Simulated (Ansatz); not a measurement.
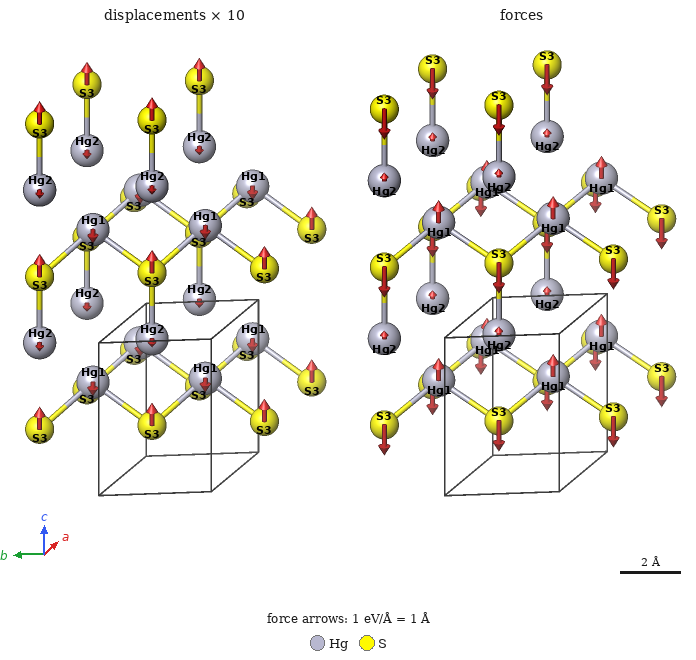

Left: a symmetric starting cell of Hg2S (made from another compound by putting Hg in place of Cd), with red arrows for the displacements applied to it (without the part that the change of the cell carries along). Right: the displaced structure with the computed forces. Besides, the cell is strained by +3.4 % along c and +1.9 % across it (volume +7.4 %). The picture is a ball-and-stick view of the cell of the calculation, repeated 2 × 2 × 2 with one cell outlined, seen from a free direction.

Computed with DFT PBEsol, scalar-relativistic, plane waves, PAW in Ansatz 0.2.0. Settings: plane-wave cutoff 420 eV; k-point mesh 12 × 12 × 8; occupations gaussian; smearing width 0.1 eV; no spin polarisation.

Q: Describe the distortion and the response.

A: Atoms are displaced by up to 0.08 Å (root mean square over those that move 0.06 Å) relative to the cell: Hg1 0.05 Å along −c, S3 0.08 Å along +c. No relaxation follows. The starting cell wasn't computed here and needn't be at equilibrium, so pressure and forces aren't due to the change alone. The pressure is 1.4 GPa (not all of it need come from the change, since the unchanged cell can be under pressure at this level too). The principal stresses (compression positive) are −1.4 GPa along c and 2.7 GPa across it. The largest force is 1.1 eV/Å, on S3, along −c. The forces point straight back along the displacements (cosine −0.99). Near-neighbour distances before and after: Hg–S 2.423 → 2.622 Å, Hg–S 2.506 → 2.500 Å. The space group stays P3m1 (No. 156).
